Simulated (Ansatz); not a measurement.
## Single-point calculation of Ta3Si (part 2 of 2)

Continued. System: Ta3Si (slab, 16 atoms in the cell). Method: DFT, PBEsol, plane waves, PAW, no spin polarisation (Ansatz 0.2.0); cutoff 420 eV, 5×5×1 k-mesh, Gaussian smearing of 0.1 eV. The structure derives from a Materials Project entry. Some settings of this run were made unusual or wrong on purpose.

Geometry of the input (Å; fractional positions):
```
4.2957  0.0000  0.0000
0.0000  4.2957  0.0000
0.0000  0.0000  15.4279
Ta 0.8369  0.3369  0.3857
Ta 0.6631  0.8369  0.3857
Ta 0.1631  0.6631  0.3857
Ta 0.3369  0.1631  0.3857
Si 0.5000  0.5000  0.4428
Si 0.0000  0.0000  0.4428
Ta 0.3345  0.8345  0.4978
Ta 0.1655  0.3345  0.4978
Ta 0.6655  0.1655  0.4978
Ta 0.8345  0.6655  0.4978
Si 0.0000  0.0000  0.5581
Si 0.5000  0.5000  0.5581
Ta 0.8415  0.3415  0.6072
Ta 0.6585  0.8415  0.6072
Ta 0.1585  0.6585  0.6072
Ta 0.3415  0.1585  0.6072
```

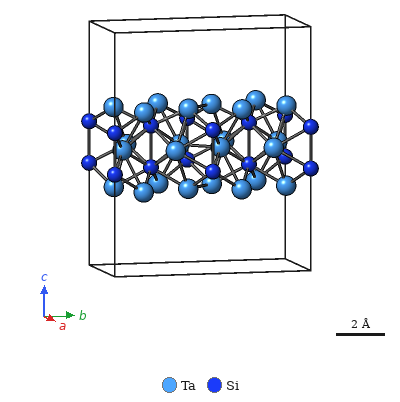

The structure (ball-and-stick view of the 1 × 2 repeat of the cell, with the vacuum cut short, seen slightly off an axis). An atom can appear more than once, as a periodic image.

```
SCF converged after 20 iterations
Free energy (F): -119838.781338 eV
Harris-Foulkes:  -119838.781338 eV  (|F-HF|=1.52e-7)
Internal energy: -119838.721945 eV  (E = F + TS)
E sigma→0 (E₀):  -119838.751642 eV
Entropy (-TS):   -0.059393 eV (-3.712 meV/atom)
Fermi energy:    14.681646 eV
Dipole field:    D = 0.006629 V/Å  (p = 0.010429 e·Å, saw-weighted, corrected)
Work function:   Φ+ = 4.2738 eV   Φ− = 4.3763 eV
Levels:          The Fermi level and band energies are counted from a zero that moves with the ramp; work functions are not
Vacuum region:   at the solve's end the planar-averaged density reaches 3.31e-5 e/Å³ inside the ramp window [0.9116, 0.0813] (bound 1e-5 e/Å³)
--- Per-component energies (eV) ---
  E_band       = -2311.608358
  E_kinetic    = 5581.045547
  E_local      = -173254.825857  (includes V_loc(G=0)·N_el)
  E_nonlocal   = 714.338136
  E_hartree    = 84621.274407
  E_xc         = -3091.532748
  E_vxc        = -2969.695132  (∫ρ·V_xc dr)
  E_paw        = -101478.028702  (= ΣΔE_a)
  E_vpaw       = -1625.039020  (= ΣTr[D̂ρ^β])
  E_aug_tail   = 0.001933  (compensation charges beyond the density's cutoff)
  E_efield     = 0.000035  (sawtooth field / dipole correction)
  E_vefield    = -0.013952  (∫n·V_field dr)
  E_ewald      = 67066.315303
  E_core_change = 2.690000  (= ΣΔE_core)
  E_smearing   = -0.059393  (= −TS)
  E_closure    = -0.000000  (closes the sum)
  Σ components = -119838.781338   (vs F -119838.781338, Δ=0.00e0)
--- Forces (eV/Å), atoms counted from 1 ---
  atom   1  Ta     1.41793130     1.41793130   -48.15365502
  atom   2  Ta    -1.41793130     1.41793130   -48.15365502
  atom   3  Ta    -1.41793130    -1.41793130   -48.15365502
  atom   4  Ta     1.41793130    -1.41793130   -48.15365502
  atom   5  Si     0.00000000    -0.00000000   -13.86230804
  atom   6  Si     0.00000000     0.00000000   -13.86230804
  atom   7  Ta     7.70219476     7.70219476    -1.44548128
  atom   8  Ta    -7.70219476     7.70219476    -1.44548128
  atom   9  Ta    -7.70219476    -7.70219476    -1.44548128
  atom  10  Ta     7.70219476    -7.70219476    -1.44548128
  atom  11  Si    -0.00000000     0.00000000     9.91140515
  atom  12  Si    -0.00000000    -0.00000000     9.91140515
  atom  13  Ta     0.02827962     0.02827962    51.57449949
  atom  14  Ta    -0.02827962     0.02827962    51.57449949
  atom  15  Ta    -0.02827962    -0.02827962    51.57449949
  atom  16  Ta     0.02827962    -0.02827962    51.57449949
  max |Σ_I F_I| component: 3.53e-4 eV/Å
--- Band table (eV; the first three rows and the last of 6) ---
  k-point 0: bands = ["-57.5147", "-55.2348", "-55.0795", "-55.0795", "-54.8679", "-54.0705", "-53.9556", "-53.4928", "-53.1197", "-53.1197", "-52.6290", "-52.6290", "-29.2473", "-28.8658", "-28.2484", "-28.2321", "-27.0544", "-27.0544", "-26.6318", "-26.6318", "-26.4771", "-25.6142", "-24.3657", "-23.4516", "-23.4516", "-23.2015", "-22.9454", "-22.5033", "-22.5033", "-22.1552", "-21.6957", "-21.5642", "-21.1010", "-20.8427", "-20.3710", "-20.3710", "-19.0714", "-18.9921", "-18.5974", "-18.2724", "-18.2724", "-18.1446", "-18.1446", "-17.5726", "-16.8475", "-16.8475", "-16.6353", "-16.6353", "-1.9866", "-0.0025", "2.3681", "2.4908", "2.4908", "3.2998", "3.2998", "3.7435", "4.3648", "5.3144", "5.4341", "5.5666", "6.0438", "6.0438", "6.5269", "7.0043", "7.1511", "7.1511", "7.2150", "7.4810", "8.1326", "8.1326", "8.8990", "9.0758", "9.5479", "9.7278", "10.2933", "10.5000", "10.5000", "11.8255", "11.9917", "11.9937", "11.9937", "12.3315", "12.4139", "12.4616", "13.2974", "13.7971", "14.5998", "14.9397", "14.9397", "15.7265", "15.7265", "15.9336", "16.7097", "16.7097", "17.0263", "17.0263", "17.1541", "17.3090", "18.0958", "18.0958", "18.4764", "18.7218", "20.0471", "20.2719"]
  k-point 1: bands = ["-57.3673", "-55.6084", "-55.1304", "-55.0218", "-54.6789", "-54.0199", "-53.9732", "-53.5503", "-53.0953", "-53.0416", "-52.7012", "-52.6537", "-29.2044", "-28.7668", "-28.0914", "-27.9265", "-27.7784", "-27.0052", "-26.7319", "-26.4919", "-26.3352", "-25.0728", "-24.0379", "-24.0375", "-23.1522", "-23.0579", "-22.5403", "-22.4483", "-22.3838", "-22.1352", "-21.6425", "-21.4856", "-21.0040", "-20.7368", "-20.5888", "-20.2815", "-19.4891", "-19.0375", "-18.9120", "-18.5221", "-18.3734", "-18.3339", "-18.2155", "-17.9306", "-17.2171", "-17.0549", "-16.7393", "-16.6615", "-1.6951", "0.3754", "2.2552", "2.3171", "2.4905", "3.4351", "3.9264", "4.0908", "4.3783", "4.6326", "5.1209", "5.3524", "5.4202", "5.9521", "5.9855", "6.4451", "6.9125", "7.0835", "7.4098", "7.5462", "7.8697", "8.7931", "8.9885", "9.6081", "9.9668", "10.3262", "10.5567", "10.7525", "11.1622", "11.3593", "11.9058", "12.1372", "12.4116", "12.5907", "13.0418", "13.0526", "13.3696", "13.5544", "14.5613", "15.3247", "15.4879", "15.6331", "15.8859", "16.0795", "16.5302", "16.7223", "17.0096", "17.3948", "17.6541", "18.0976", "18.5145", "18.7364", "18.8998", "19.4625", "19.4676", "19.7139"]
  k-point 2: bands = ["-56.9469", "-56.3206", "-54.9151", "-54.7929", "-54.7401", "-54.3813", "-53.7331", "-53.5325", "-53.0447", "-53.0143", "-52.7777", "-52.7234", "-29.0853", "-28.6306", "-28.4277", "-27.9170", "-27.4961", "-27.0849", "-26.7322", "-26.0819", "-25.5441", "-24.9257", "-24.9053", "-23.3264", "-23.3182", "-22.8732", "-22.1731", "-22.1644", "-22.0522", "-21.9423", "-21.5619", "-21.4027", "-21.1399", "-20.9454", "-20.4239", "-20.0500", "-19.8135", "-19.3175", "-19.1914", "-19.0217", "-18.5958", "-18.5119", "-18.4086", "-18.4079", "-18.0117", "-17.6478", "-16.8068", "-16.7246", "-0.9764", "0.6796", "1.2860", "1.8537", "2.6501", "3.0339", "3.9354", "4.3422", "4.3562", "4.8091", "5.2887", "5.5732", "5.5835", "6.1727", "6.2029", "6.5319", "6.6557", "7.0599", "7.4185", "7.8868", "7.9280", "8.0486", "8.8894", "9.1700", "10.2185", "10.5107", "10.5166", "10.8204", "11.7207", "12.1952", "12.5194", "12.8169", "12.8390", "13.0061", "13.8063", "13.9226", "14.5219", "14.5801", "14.6542", "14.7227", "14.9802", "15.2737", "15.4584", "15.6333", "16.1196", "16.6719", "17.2650", "17.7549", "17.7691", "18.6862", "18.8356", "19.2306", "19.3072", "19.3901", "19.6771", "19.8813"]
  k-point 5: bands = ["-56.5557", "-56.2980", "-55.1868", "-55.0531", "-54.5856", "-54.4352", "-53.7327", "-53.6389", "-53.1741", "-53.1243", "-52.6701", "-52.6305", "-28.1506", "-27.9094", "-27.7708", "-27.5014", "-27.0437", "-26.9602", "-26.7618", "-26.0451", "-25.1907", "-24.6709", "-24.3373", "-24.2976", "-23.8752", "-23.4827", "-23.4127", "-23.0079", "-22.6679", "-22.1178", "-21.7490", "-21.4588", "-21.2997", "-21.1451", "-20.8979", "-20.4502", "-20.1723", "-19.8587", "-18.9603", "-18.6051", "-18.4558", "-18.3861", "-18.2729", "-18.0998", "-17.3635", "-17.0656", "-16.8484", "-16.8288", "-1.7153", "-0.8289", "1.2981", "1.5729", "2.5533", "2.9616", "3.9761", "4.2046", "4.2254", "4.4165", "4.7022", "4.7445", "6.3248", "6.6694", "7.2060", "7.3380", "7.4048", "7.5812", "8.2201", "8.5313", "8.7466", "8.8341", "8.8853", "9.1416", "9.5385", "10.0811", "10.8340", "11.3021", "11.5468", "12.0507", "12.2848", "12.5660", "12.8844", "13.3601", "13.8854", "14.5132", "14.6245", "14.7055", "15.3385", "15.4979", "15.9025", "15.9666", "16.0070", "16.2844", "16.6230", "16.8736", "17.0111", "17.4364", "17.7219", "17.8551", "18.6134", "18.8521", "19.2438", "19.4946", "19.6535", "19.6600"]
```
